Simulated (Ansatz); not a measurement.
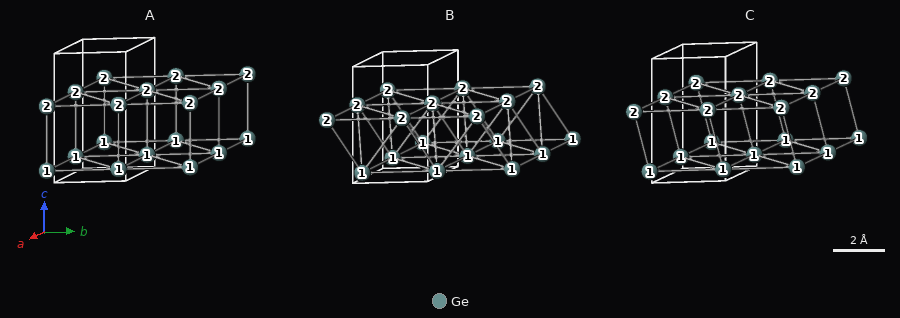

3 geometries from one relaxation of a crystal of Ge (set up in Cmcm), in shuffled order. The picture is a ball-and-stick view of the cell of the calculation, repeated 3 × 3 × 1 with one cell outlined, seen slightly off an axis.

The run lets cell and atoms move.

These are results of Ansatz 0.2.0, Kohn-Sham DFT of a periodic cell, PBE with D3(BJ), Ansatz PAW, not measurements. (plane-wave cutoff 420 eV; k-point mesh 10 × 10 × 6; occupations fermi-dirac; smearing width 0.05 eV; no spin polarisation; cell and atoms relaxed; force threshold 0.01 eV/Å; at most 40 steps)

Order the frames from highest to lowest energy.

Answer. B, C, A. They are steps 0, 9, 24, at +73.0 meV per atom, +26.1 meV per atom relative to the last. After 19 accepted moves (24 points after the start) the energy has fallen by 73.0 meV per atom. The largest force component goes from 0.00069 to under 0.0001 eV/Å. The pressure goes from 1.04 to 0.01 GPa. The line search rejected the trial steps at points 12, 16, 18 of the run. The SCF was repeated twice at an unchanged geometry on a basis and grid sized afresh for the cell, which shifted the energy by 0.8 meV per atom at most. The largest moves relative to the cell, 0.82 Å, are those of Ge1 and Ge2. Ge1 goes along [1 −1 0]. The drawn cell changes as follows: a = b 2.991 → 2.858 Å (−4.5 %), c 4.728 → 5.235 Å (+10.7 %), γ 120.3° → 120.0°; the volume changes by +1.4 %. Among the contacts that change: Ge1–Ge2 2.924 → 3.875 Å, Ge1–Ge2 (another image) 2.928 → 2.618 Å, Ge1–Ge1 2.991 → 2.858 Å. Within 0.06 Å the space group is P6_3/mmc at the start and P6/mmm at the end; at a tighter tolerance small leftover displacements or strains of the cell lower it. Cost: 62 s on 2 threads of Arm Neoverse V1, on a shared host, peak memory 0.37 GiB.
